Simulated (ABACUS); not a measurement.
**Band-structure run of Cl (part 1 of 2)**

System: Cl (4 atoms in the cell).
Method: Kohn-Sham DFT of a periodic cell, LDA, SG15 ONCV 1.2 PBE, no spin polarisation (ABACUS 3.10.1).

The structure derives from an entry of the Crystallography Open Database. It belongs to a series of runs on one base structure; here: functional = LDA.

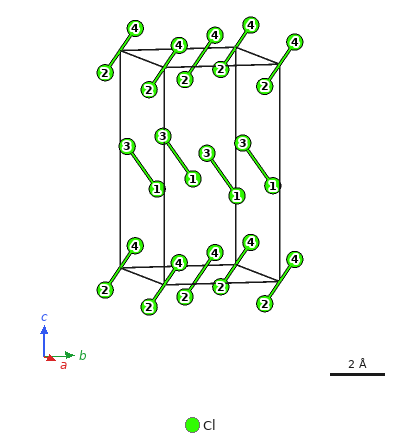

Figure 1. The structure (ball-and-stick view of the cell 2 times as large as that of the calculation, set on its symmetry axes, seen slightly off an axis; atoms are numbered from 1 in the order of the input). An atom can appear more than once, as a periodic image. Near neighbours in the periodic cell (some may lie outside the picture): Cl has 1 Cl at 2.02 Å.

Input file:
```
INPUT_PARAMETERS
suffix              Cl
calculation         scf
basis_type          pw
pseudo_dir          ./
symmetry            1
dft_functional      pz
ecutwfc             60
pseudo_rcut         7
nspin               1
nbands              24
ks_solver           dav
smearing_method     fd
smearing_sigma      0.00367493
scf_thr             1e-08
scf_nmax            100
mixing_type         broyden
mixing_beta         0.7
cal_force           1
cal_stress          1
out_chg             1
out_pot             2
out_elf             1
```

File STRU:
```
ATOMIC_SPECIES
Cl 35.4500 Cl_ONCV_PBE-1.2.upf

LATTICE_CONSTANT
7.3075308520

LATTICE_VECTORS
0.8132964174 -0.5818495832 0.0000000000
0.8132964174 0.5818495832 0.0000000000
0.0000000000 0.0000000000 2.1231044791

ATOMIC_POSITIONS
Cartesian

Cl
0.0
4
0.8132964174 0.1512808916 0.8492417916 1 1 1
0.8132964174 0.4305686916 1.9107940312 1 1 1
0.8132964174 -0.1512808916 1.2738626875 1 1 1
0.8132964174 -0.4305686916 0.2123104479 1 1 1
```

File KPT:
```
K_POINTS
0
Gamma
5 5 3 0 0 0
```

Machine: 4 threads of AMD EPYC (Zen 5), 32 GiB of memory available, shared host.

Run as:
```bash
OMP_NUM_THREADS=1 mpirun -np 4 abacus > log
```

Output:
```
ABACUS v3.10.1

               Atomic-orbital Based Ab-initio Computation at UStc

 ------------------------------------------------------------------------------------

 READING GENERAL INFORMATION
                           global_out_dir = OUT.Cl/
                           global_in_card = INPUT
                               pseudo_dir = ./
                              orbital_dir =
                                    DSIZE = 4
                                    GSIZE = 1

 READING UNITCELL INFORMATION
                                    ntype = 1
                  lattice constant (Bohr) = 7.30753
              lattice constant (Angstrom) = 3.86698

 READING ATOM TYPE 1
                               atom label = Cl
                      L=0, number of zeta = 1
                      L=1, number of zeta = 1
                      L=2, number of zeta = 1
             number of atom for this type = 4

                        TOTAL ATOM NUMBER = 4
CARTESIAN COORDINATES ( UNIT =       7.307530852000 Bohr ).
    atom                   x                   y                   z     mag                  vx                  vy                  vz
tauc_Cl1            0.8132964174        0.1512808916        0.8492417916  0.0000        0.0000000000        0.0000000000        0.0000000000
tauc_Cl2            0.8132964174        0.4305686916        1.9107940312  0.0000        0.0000000000        0.0000000000        0.0000000000
tauc_Cl3            0.8132964174       -0.1512808916        1.2738626875  0.0000        0.0000000000        0.0000000000        0.0000000000
tauc_Cl4            0.8132964174       -0.4305686916        0.2123104479  0.0000        0.0000000000        0.0000000000        0.0000000000

                          Volume (Bohr^3) = 784.103
                             Volume (A^3) = 116.192

 Lattice vectors: (Cartesian coordinate: in unit of a_0)
            +0.813296            -0.58185                  +0
            +0.813296            +0.58185                  +0
                   +0                  +0             +2.1231
 Reciprocal vectors: (Cartesian coordinate: in unit of 2 pi/a_0)
            +0.614782           -0.859329                  +0
            +0.614782           +0.859329                  -0
                   -0                  -0           +0.471008
 The esolver type has been set to : ksdft_pw

                PAO radial cut off (Bohr) = 7

 Read in pseudopotential file is Cl_ONCV_PBE-1.2.upf
                     pseudopotential type = NC
          exchange-correlation functional = PBE
                 nonlocal core correction = 0
                        valence electrons = 7
                                     lmax = 1
                           number of zeta = 0
                     number of projectors = 4
                           L of projector = 0
                           L of projector = 0
                           L of projector = 1
                           L of projector = 1
 XC functional updated to : pz
          exchange-correlation functional = PZ
     initial pseudo atomic orbital number = 0

 SETUP THE ELECTRONS NUMBER
            electron number of element Cl = 7
      total electron number of element Cl = 28
            AUTOSET number of electrons:  = 28
                           occupied bands = 14
                                   NBANDS = 24
                                   NLOCAL = 36

 SETUP THE PLANE WAVE BASIS
 energy cutoff for charge/potential (unit:Ry) = 240
            fft grid for charge/potential = [ 40, 40, 80 ]
                        fft grid division = [ 1, 1, 1 ]
        big fft grid for charge/potential = [ 40, 40, 80 ]
                                     nbxx = 32000
                                     nrxx = 32000

 SETUP PLANE WAVES FOR CHARGE/POTENTIAL
                    number of plane waves = 49161
                         number of sticks = 961

 PARALLEL PW FOR CHARGE/POTENTIAL
     PROC   COLUMNS(POT)             PW
        1            240          12290
        2            240          12290
        3            240          12290
        4            241          12291
 --------------- sum -------------------
        4            961          49161
                            number of |g| = 4515
                                  max |g| = 324.55
                                  min |g| = 2.95378

----------- Double Check Mixing Parameters Begin ------------
mixing_type: broyden
mixing_beta: 0.7
mixing_gg0: 1
mixing_gg0_min: 0.1
mixing_ndim: 8
----------- Double Check Mixing Parameters End ------------

 LATTICE VECTORS: (CARTESIAN COORDINATE: IN UNIT OF A0)
            +0.813296            -0.58185                  +0
            +0.813296            +0.58185                  +0
                   +0                  +0             +2.1231
                       right hand lattice = 1
                                   NORM_A = 1
                                   NORM_B = 1
                                   NORM_C = 2.1231
                           ALPHA (DEGREE) = 90
                           BETA  (DEGREE) = 90
                           GAMMA (DEGREE) = 71.1615

 The lattice vectors have been changed (STRU_SIMPLE.cif)

(for optimal symmetric configuration:)
                             BRAVAIS TYPE = 11
                     BRAVAIS LATTICE NAME = 11. Orthorhombic C (base-centered)
                                    ibrav = 11
                                    IBRAV = 11
                                  BRAVAIS = BASE CENTERED ORTHORHOMBIC CELL
                       LATTICE CONSTANT A = 1.1637
                                B/A RATIO = 1.39778
                                C/A RATIO = 1.82444
Original cell was already a primitive cell.
                        ROTATION MATRICES = 8
              PURE POINT GROUP OPERATIONS = 4
                   SPACE GROUP OPERATIONS = 8
                                       C2 = 1
                                       C3 = 0
                                       C4 = 0
                                       C6 = 0
                                       S1 = 1
                                       S3 = 0
                                       S4 = 0
                                       S6 = 0
                              POINT GROUP = C_2h
                                       C2 = 3
                                       C3 = 0
                                       C4 = 0
                                       C6 = 0
                                       S1 = 3
                                       S3 = 0
                                       S4 = 0
                                       S6 = 0
               POINT GROUP IN SPACE GROUP = D_2h

 SETUP K-POINTS
                                    nspin = 1
                   Input type of k points = Monkhorst-Pack(Gamma)
                                   nkstot = 75
                       right hand lattice = 1
(for reciprocal lattice: )
                             BRAVAIS TYPE = 11
                     BRAVAIS LATTICE NAME = 11. Orthorhombic C (base-centered)
                                    ibrav = 11
                       right hand lattice = 1
(for k-lattice: )
                             BRAVAIS TYPE = 11
                     BRAVAIS LATTICE NAME = 11. Orthorhombic C (base-centered)
                                    ibrav = 11
                       right hand lattice = 1
                        ROTATION MATRICES = 8
                               nkstot_ibz = 18
K-POINTS REDUCTION ACCORDING TO SYMMETRY
     IBZ    DIRECT_X    DIRECT_Y    DIRECT_Z  WEIGHT  ibz2bz
       1  0.00000000  0.00000000  0.00000000  0.0133       0
       2  0.20000000  0.00000000  0.00000000  0.0533       1
       3  0.40000000  0.00000000  0.00000000  0.0533       2
       4  0.20000000  0.20000000  0.00000000  0.0267       6
       5  0.40000000  0.20000000  0.00000000  0.0533       7
       6 -0.20000000  0.40000000  0.00000000  0.0533       8
       7 -0.20000000  0.20000000  0.00000000  0.0267       9
       8  0.40000000  0.40000000  0.00000000  0.0267      12
       9 -0.40000000  0.40000000  0.00000000  0.0267      13
      10  0.00000000  0.00000000  0.33333333  0.0267      25
      11  0.20000000  0.00000000  0.33333333  0.1067      26
      12  0.40000000  0.00000000  0.33333333  0.1067      27
      13  0.20000000  0.20000000  0.33333333  0.0533      31
      14  0.40000000  0.20000000  0.33333333  0.1067      32
      15 -0.20000000  0.40000000  0.33333333  0.1067      33
      16 -0.20000000  0.20000000  0.33333333  0.0533      34
      17  0.40000000  0.40000000  0.33333333  0.0533      37
      18 -0.40000000  0.40000000  0.33333333  0.0533      38

                               nkstot now = 18
[... K-POINTS DIRECT COORDINATES: 18 rows ...]

           k-point number in this process = 18
       minimum distributed K point number = 18
[... stars of the k points ...]

[... K-POINTS CARTESIAN COORDINATES: 18 rows ...]

[... K-POINTS DIRECT COORDINATES: 18 rows ...]

 SETUP PLANE WAVES FOR WAVE FUNCTIONS
     energy cutoff for wavefunc (unit:Ry) = 60
              fft grid for wave functions = [ 40, 40, 80 ]
                    number of plane waves = 7757
                         number of sticks = 281

 PARALLEL PW FOR WAVE FUNCTIONS
     PROC   COLUMNS(POT)             PW
        1             70           1938
        2             70           1938
        3             70           1938
        4             71           1943
 --------------- sum -------------------
        4            281           7757

 SETUP NONLOCAL PSEUDOPOTENTIALS IN PLANE WAVE BASIS
 Cl non-local projectors:
 projector 1 L=0
 projector 2 L=0
 projector 3 L=1
 projector 4 L=1
      TOTAL NUMBER OF NONLOCAL PROJECTORS = 32

 Init Non-Local PseudoPotential table :
 Init Non-Local-Pseudopotential done.

                                     npwx = 1557

 -------------------------------------------
 SELF-CONSISTENT
 -------------------------------------------
                                 init_chg = atomic

 PW ALGORITHM --------------- ION=   1  ELEC=   1--------------------------------
 Notice: Threshold on eigenvalues was too large.
 hsover_error=0.28 > DRHO=0.114135
 Origin diag ethr = 0.01
 New diag ethr = 0.000407626

 Density error is 0.109402686406
                          Error Threshold = 0.000407625982388
----------------------------------------------------------
     Energy           Rydberg                 eV
----------------------------------------------------------
 E_KohnSham     -120.4016458301      -1638.1484318674
 E_Harris       -121.3644154022      -1651.2475839089
 E_Fermi        0.1433620807         1.9505411749
----------------------------------------------------------

 PW ALGORITHM --------------- ION=   1  ELEC=   2--------------------------------

 Density error is 0.0062102908378
                          Error Threshold = 0.000390723880021
----------------------------------------------------------
     Energy           Rydberg                 eV
----------------------------------------------------------
 E_KohnSham     -120.4075609870      -1638.2289117062
 E_Harris       -120.3498194715      -1637.4432980838
 E_Fermi        0.1081465450         1.4714092314
----------------------------------------------------------

 PW ALGORITHM --------------- ION=   1  ELEC=   3--------------------------------

 Density error is 0.000173650252833
                          Error Threshold = 2.2179610135e-05
----------------------------------------------------------
     Energy           Rydberg                 eV
----------------------------------------------------------
 E_KohnSham     -120.4087175664      -1638.2446477754
 E_Harris       -120.4794630734      -1639.2071897789
 E_Fermi        0.1087596293         1.4797506707
----------------------------------------------------------
```
